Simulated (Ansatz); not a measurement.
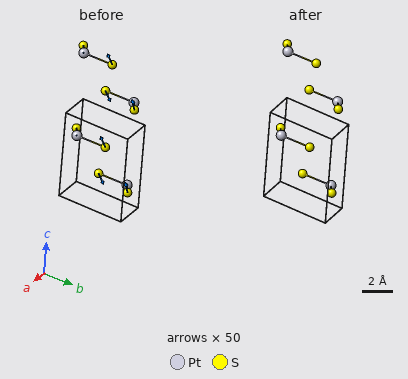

The structure of a crystal of PtS₂ (built on the TiO2-15 type type) before (left) and after (right) a relaxation, at one scale. The blue arrows give the displacements (the part carried along by the change of the cell is left out), 50 times their true length.

A ball-and-stick model of the cell of the calculation, repeated 1 × 1 × 2 with one cell outlined, seen slightly off an axis.

These are results of Ansatz, DFT, r2SCAN+rVV10, plane waves, PAW, not measurements. Settings: plane-wave cutoff 500 eV; k-point mesh 6 × 6 × 4; occupations fermi dirac; smearing width 0.03 eV; no spin polarisation; cell and atoms relaxed; force threshold 0.01 eV/Å; at most 120 steps.

Describe what moved and what it gained.

The largest moves relative to the cell, 0.020 Å, are those of S atoms. Largest moves by element: S 0.020 Å, Pt 0.002 Å. Cell: a = b 4.705 → 4.720 Å (+0.3 %), c 5.717 → 5.800 Å (+1.5 %), α 109.1° → 110.0°, β 109.1° → 110.0°, γ 87.6° → 86.1°. Volume +1.2 %. Among the contacts that change: Pt–S 2.343 → 2.351 Å, Pt–S 2.370 → 2.375 Å, Pt–S 2.501 → 2.505 Å. Among the angles between lasting bonds that change: S–Pt–S 65.4° → 67.6°. The space group stays C2/c (No. 15). After 6 accepted moves (7 points after the start) the energy has fallen by 2.8 meV per atom. The largest force component goes from 0.13 to 0.0047 eV/Å. Pressure: 1.56 GPa at the start and 0.01 GPa at the end. The SCF was repeated once at an unchanged geometry on a basis and grid sized afresh for the cell, which shifted the energy by 0.1 meV per atom at most. Cost: 110 s on 2 threads of Arm Neoverse V1, on a shared host, peak memory 0.85 GiB.
